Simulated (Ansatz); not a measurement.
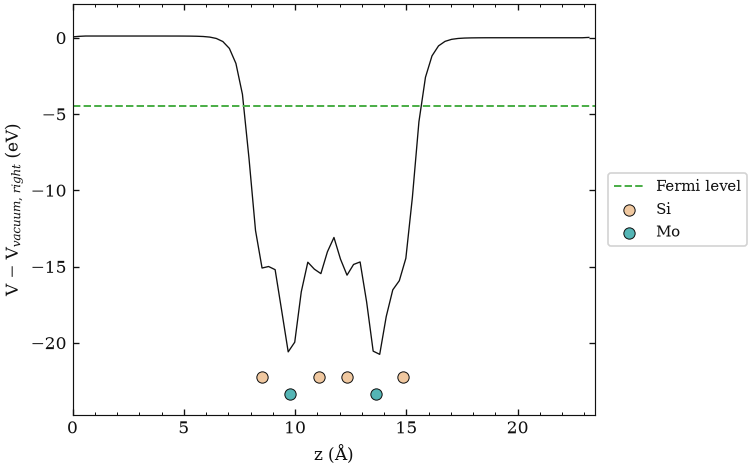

Plane-averaged electrostatic potential energy of an electron across the slab; circles at the bottom mark the heights of the atoms (positions after relaxation). System: a (001) slab cut from Si$_{2}$Mo (I4/mmm), ended by Si planes, 6 atoms in the cell. Ansatz; DFT PBEsol, scalar-relativistic, plane waves, PAW, no spin polarisation, 9×9×1 k mesh, 420 eV cutoff, Gaussian smearing of 0.1 eV.

The work function is 4.47 eV at the right face and 4.58 eV at the left. The vacuum levels differ by 0.11 eV, so the slab carries a dipole along its normal. Some atoms were held fixed in the relaxation, which can itself make the faces differ. The outermost atoms are 6.3 Å apart, which leaves 17.2 Å of vacuum in a cell 23.5 Å high.
